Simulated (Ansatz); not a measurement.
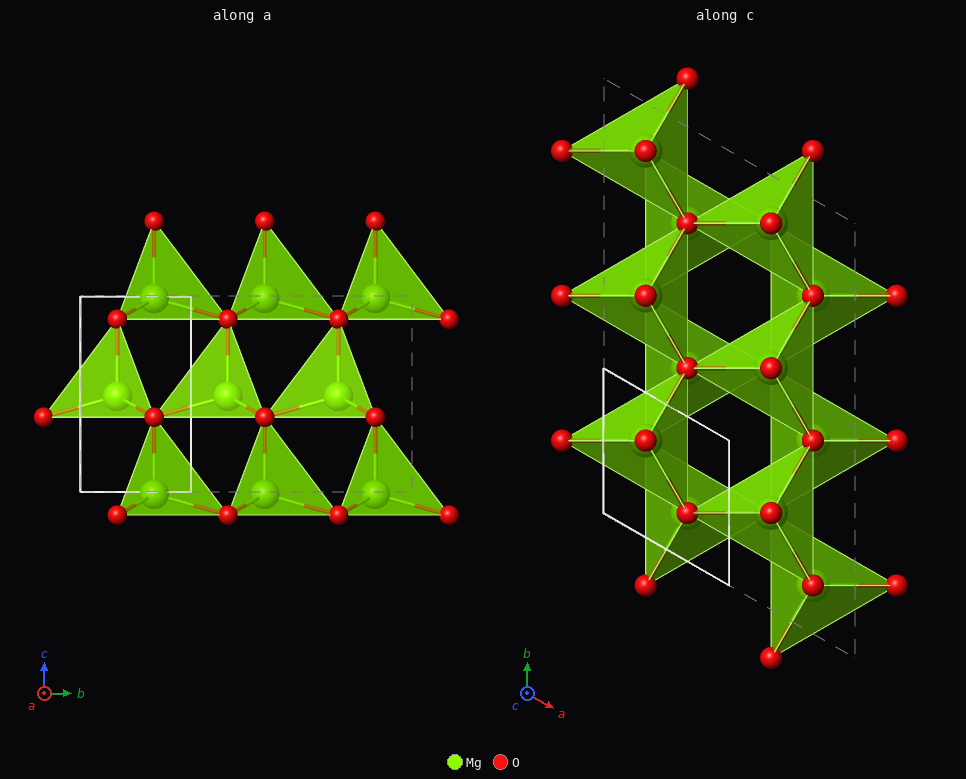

Crystal structure, polyhedral style, seen along the a axis and along the c axis. Solid lines give the conventional unit cell, repeated here 2×3×1 times. A few atoms beyond the faces are included.

MgO, space group P6_3mc (No. 186), a = 3.29 Å, b = 3.29 Å, c = 5.04 Å, α = 90.00°, β = 90.00°, γ = 120.00°.

The numbers come from Ansatz 0.2.0, DFT r2SCAN, scalar-relativistic, plane waves, PAW, using E_cut = 500 eV, a 12×12×6 sampling of the Brillouin zone, Gaussian smearing of 0.02 eV, no spin polarisation.

What is the band gap, if any?

Answer. An insulator at this level, with a gap of 4.23 eV on the k-mesh (the true edges may lie between mesh points, so the gap can be somewhat smaller).

Provenance: a structure listed in the Materials Project, with elements exchanged, so it need not be a known form of the compound. This is the structure after a relaxation with DFT r2SCAN, scalar-relativistic, plane waves, PAW (Ansatz).
